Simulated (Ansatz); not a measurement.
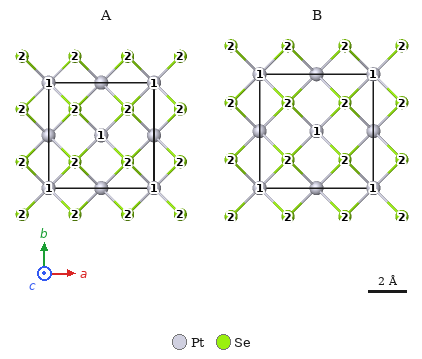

Two geometries of crystalline PtSe (a generated structure, set up in F-43m), drawn at one scale. One is the start of a relaxation, the other its converged end. The picture is a ball-and-stick view of the conventional cell (4 times the calculation's cell), seen along the c axis. Lengths and directions refer to the drawn axes.

Level of theory: Kohn-Sham DFT of a periodic cell, HSE06, Ansatz PAW (Ansatz). (plane-wave cutoff 420 eV; k-point mesh 4 × 4 × 4; occupations fermi-dirac; smearing width 0.05 eV; no spin polarisation; cell and atoms relaxed; force threshold 0.01 eV/Å; at most 40 steps)

> Which one is relaxed?

Structure A is the relaxed one. The run lets cell and atoms move. Over 4 accepted moves (5 points after the start) the energy falls by 0.635 eV per cell of the calculation. All forces vanish by symmetry, so only the cell relaxes. The pressure goes from −13.60 to −0.01 GPa. At 1 point the geometry stayed and the basis and grid were re-selected for the new cell (energy shift of 2.3 meV per cell of the calculation at most each time). No atom moves by more than 0.005 Å relative to the cell. Cell: a = b = c 6.075 → 5.625 Å (−7.4 %). Volume −20.6 %. Some distances before and after: Pt1–Se2 2.631 → 2.436 Å. The space group stays F-43m (No. 216).
